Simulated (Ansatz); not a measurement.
# Calculations on Ge₆₄Fe

Part 1: Relaxation

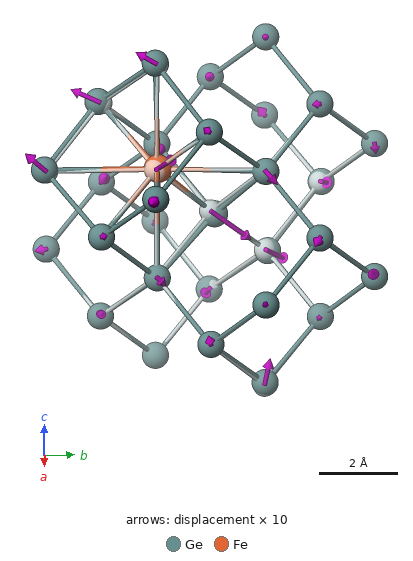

This is a relaxation of a defect cell of composition Ge64Fe (cell charge +1). The starting structure is drawn faded, the final one solid; purple arrows show the displacements, magnified 10 times.

Style: ball-and-stick. Shown: the atoms within 5.0 Å of the atom that moves most (axes of the cell of the calculation), from a free direction.

The atoms of the start lie slightly off their symmetric places, so part of the fall in energy undoes that.

These are results of DFT, PBEsol, PAW, plane waves (Ansatz 0.2.0), not measurements. Settings: plane-wave cutoff 420 eV; k-point mesh 1 × 1 × 1; mesh shifted by (0.25, 0.25, 0.25); collinear spin; atoms relaxed in a fixed cell; force threshold 0.03 eV/Å; at most 80 steps.

What did the optimiser do to the structure, and how much energy did it gain?

Answer. After 6 geometry steps the energy has fallen by 0.470 eV per cell of the calculation. The largest force component goes from 0.84 to 0.027 eV/Å. The largest move is that of a Ge atom, 0.15 Å along [−1 2 −2]. By element the largest moves are Ge 0.15 Å, Fe 0.12 Å. The lattice vectors keep their values. Near-neighbour distances that change, for instance: Fe–Ge 2.841 → 2.637 Å, Fe–Ge 2.859 → 3.023 Å, Fe–Ge 2.835 → 2.945 Å, Fe–Ge 2.479 → 2.563 Å. Among the angles between lasting bonds that change: Ge–Ge–Ge 108.0° → 115.7°, Ge–Ge–Fe 70.4° → 63.4°, Ge–Ge–Ge 108.8° → 104.2°.

Limits of the set-up: the cell is charged, on a uniform background, and energies carry no finite-size correction.

Part 2: Relaxation

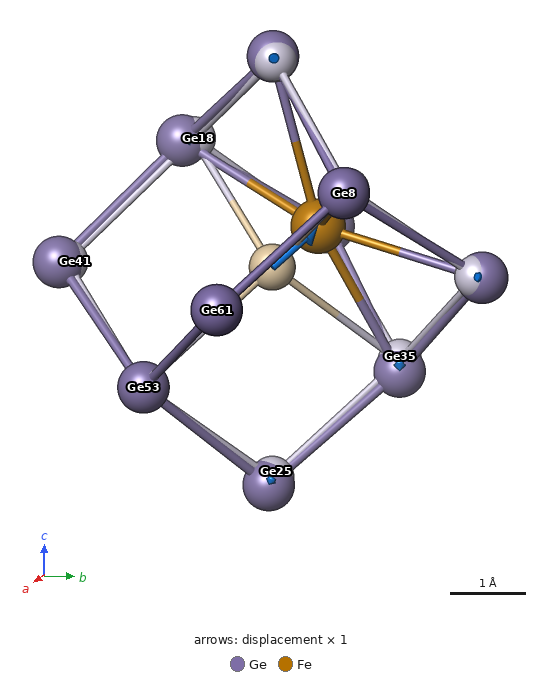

A relaxation of a defect cell of composition Ge₆₄Fe. The starting structure is drawn faded, the final one solid; blue arrows show the displacements, at their true length.

A ball-and-stick model of the atoms within 4.2 Å of the atom that moves most (axes of the cell of the calculation (origin shifted)), seen slightly off an axis.

The atoms of the start lie slightly off their symmetric places, so part of the fall in energy undoes that.

These are results of Ansatz, DFT, PBEsol, PAW, plane waves, not measurements. Settings: plane-wave cutoff 420 eV; k-point mesh 1 × 1 × 1; mesh shifted by (0.25, 0.25, 0.25); no spin polarisation; atoms relaxed in a fixed cell; force threshold 0.03 eV/Å; at most 80 steps.

Q: Atoms of which element are displaced furthest, and by how much?

A: Iron: up to 0.85 Å, against 0.16 Å for germanium.

Q: What did the optimiser do to the structure, and how much energy did it gain?

A: After 11 geometry steps the energy has fallen by 0.783 eV per cell of the calculation. The largest force component goes from 0.86 to 0.022 eV/Å. The atom that moves furthest is the Fe atom (0.85 Å along [−1 1 1]). Largest moves by element: Fe 0.85 Å, Ge 0.16 Å. The lattice vectors keep their values. Among the contacts that change: Fe–Ge 2.479 → 3.325 Å, Fe–Ge 2.841 → 2.349 Å, Fe–Ge 2.827 → 2.444 Å, Fe–Ge 2.431 → 2.296 Å. New bonds form, among them: Fe–Ge (2.84 → 2.35 Å). Bonds break, among them: Fe–Ge (2.48 → 3.32 Å). Among the angles between lasting bonds that change: Ge–Fe–Ge 111.9° → 122.0°, Ge–Fe–Ge 109.6° → 118.2°. The run took 22 s on 1 × NVIDIA GB300 Max-Q with 8 threads of Arm Neoverse-V2, peak memory 2.2 GiB.

Limits of the set-up: an element that often carries a moment was run without spin polarisation.

Part 3: Defect

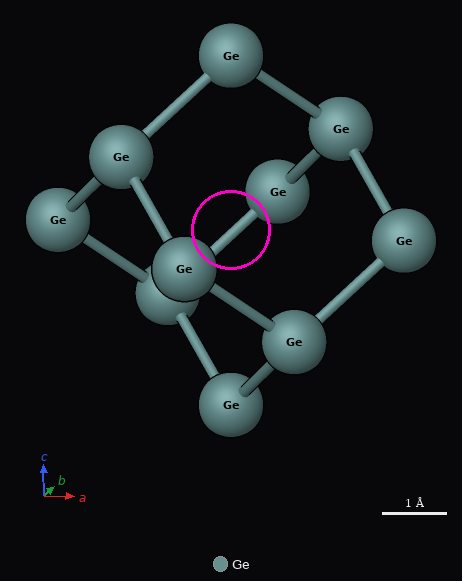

Perfect Ge. The picture is a ball-and-stick view of the atoms within 3.3 Å of one point, seen slightly off an axis.

All numbers below come from DFT, PBEsol, PAW, plane waves (Ansatz 0.2.0). (plane-wave cutoff 420 eV; k-point mesh 1 × 1 × 1; mesh shifted by (0.25, 0.25, 0.25); collinear spin) Fermi-Dirac smearing of 0.01 eV. A uniform background neutralises the charged cell. The axes drawn are those of the host's conventional cell.

An extra iron atom is put between the host's atoms (an interstitial) at the ringed place, in charge state +1. The supercell has 64 sites, and the atoms are relaxed at the host's cell.

**How do the neighbours respond?**

The Fe atom starts with 10 Ge at 2.45 to 2.84 Å around its place and ends with 9 Ge at 2.47 to 2.94 Å. Of the host's atoms, a germanium atom moves furthest from its site, by 0.15 Å. The Fe atom itself moves 0.12 Å from where it was put. The cell's net moment is 3.00 μB.

The relaxed defect, seen from the same direction:

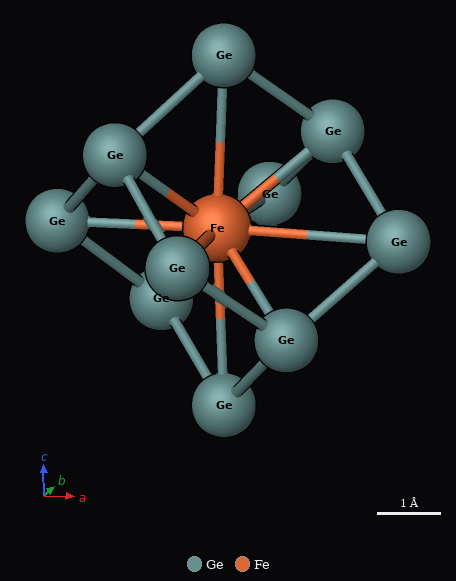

Limits of the set-up: the cell is charged, on a uniform background, and energies carry no finite-size correction.

Part 4: Defect

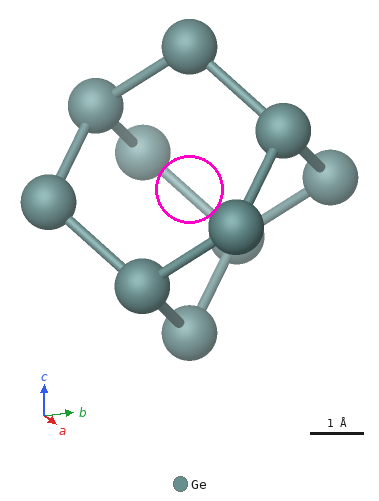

Perfect Ge. A ball-and-stick model of the atoms within 3.3 Å of one point, seen slightly off an axis.

Method: Ansatz 0.2.0, DFT, PBEsol, PAW, plane waves. Set-up: plane-wave cutoff 420 eV; k-point mesh 1 × 1 × 1; mesh shifted by (0.25, 0.25, 0.25); no spin polarisation. Fermi-Dirac smearing of 0.01 eV. The axes drawn are those of the host's conventional cell.

An extra iron atom is put between the host's atoms (an interstitial) at the ringed place, in charge state 0. The supercell has 64 sites, and the atoms are relaxed at the host's cell.

Q: How do the neighbours respond?

A: The Fe atom starts with 10 Ge at 2.45 to 2.84 Å around its place and ends with 6 Ge at 2.30 to 2.44 Å. Of the host's atoms, a germanium atom moves furthest from its site, by 0.17 Å. The Fe atom itself moves 0.86 Å from where it was put.

The relaxed defect, seen from the same direction:

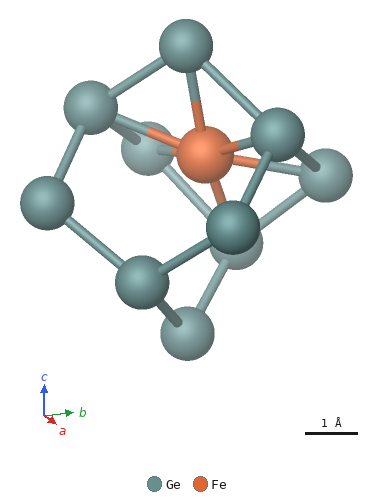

Limits of the set-up: an element that often carries a moment was run without spin polarisation.
